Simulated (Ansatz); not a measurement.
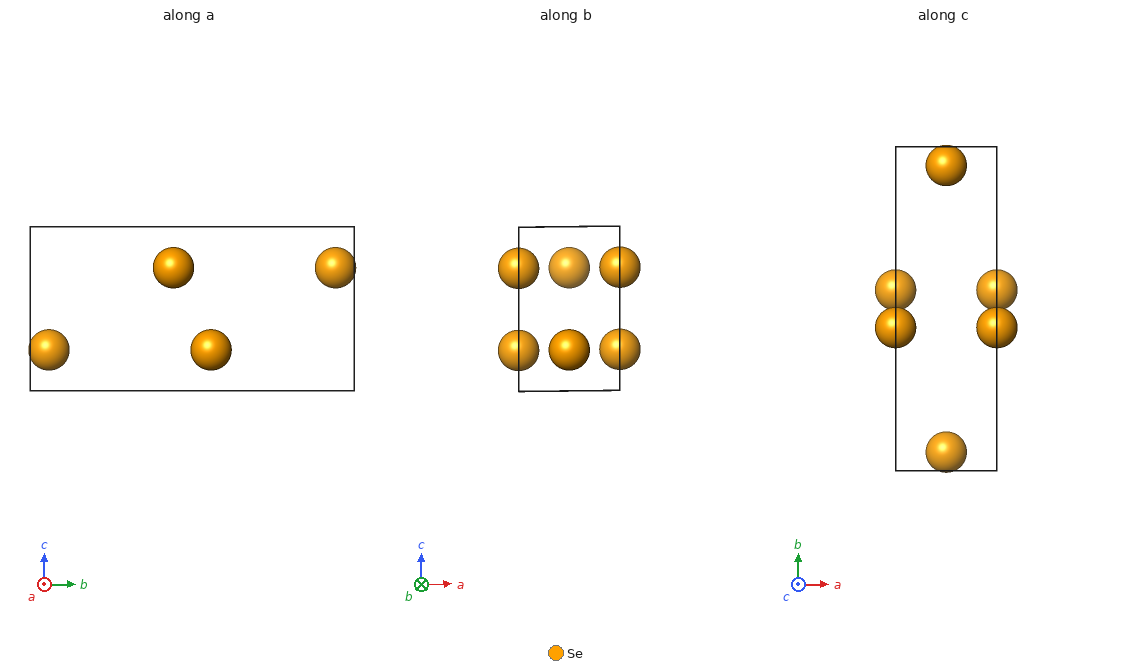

Shown here is a spheres-only view of the crystal, taken along the a axis, along the b axis and along the c axis. Atoms at the boundary of the drawn cell (a repeat of the simulation cell) (the box) are drawn once for each face, edge or corner they touch.

Lattice parameters: a = 2.954 Å, b = 9.450 Å, c = 4.788 Å, α = 90.00°, β = 89.34°, γ = 90.00°. Put a along x and b in the xy plane.

Question: Write down what is shown as a POSCAR file, with free fractional coordinates to two decimals.

Answer:
```
Se
1.0
     2.954    0.000    0.000
     0.000    9.450    0.000
     0.055    0.000    4.788
Se
4
Direct
  0.50 0.06 0.25
  0.00 0.56 0.25
  0.50 0.94 0.75
  0.00 0.44 0.75
```

Provenance: a structure type filled with this element by a generator (whether the element takes this form wasn't checked). Earlier steps of the study may have refined or changed the cell and positions. It went into a calculation with Ansatz.

At this level of theory the cell isn't at rest (stretched, at -4 GPa), so its distances can differ from those at equilibrium, the more so the softer the solid.
